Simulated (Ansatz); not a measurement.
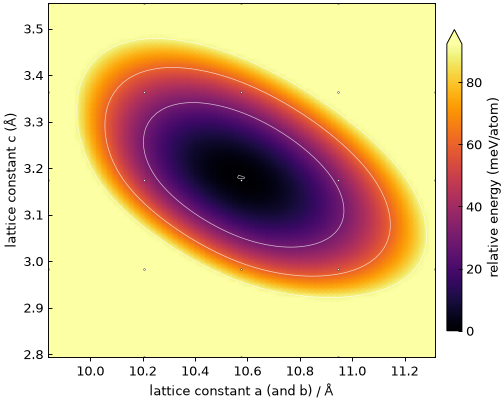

SnO2 (I4/m, No. 87; 12 atoms in the cell). 
- The energy is mapped over the lattice constants a and c of the conventional cell.
- The first coordinate is: lattice constant a (and b); the second: lattice constant c.
- Nothing is relaxed (fractional coordinates fixed).
- The scan uses a 5 × 5 grid.
- Energies: meV/atom, counted from the lowest grid point.
- These are results of DFT LDA, scalar-relativistic, plane waves, PAW in Ansatz, not measurements. Settings: cutoff 520 eV, k-mesh 10×10×10, gaussian smearing 0.05 eV, no spin polarisation.

The picture shows a smooth colour map with a few white contour lines, dots at the grid points, one colour for all values above the top of the scale. Between grid points the surface is interpolated.

**Estimate the position of the minimum and the force constants in these coordinates.**

The interpolated minimum is at lattice constant a (and b) ≈ 10.58 Å, lattice constant c ≈ 3.174 Å. The curvatures there are about 6.3 eV/Å² and 38 eV/Å², with a cross term of about 7.7 eV/Å² (per cell of 12 atoms). Round the minimum the valley is somewhat tilted: raising lattice constant a (and b) shifts the best value of lattice constant c downwards (coupling k₁₂/√(k₁₁k₂₂) about 0.5).

PAW datasets: the set soft_1.
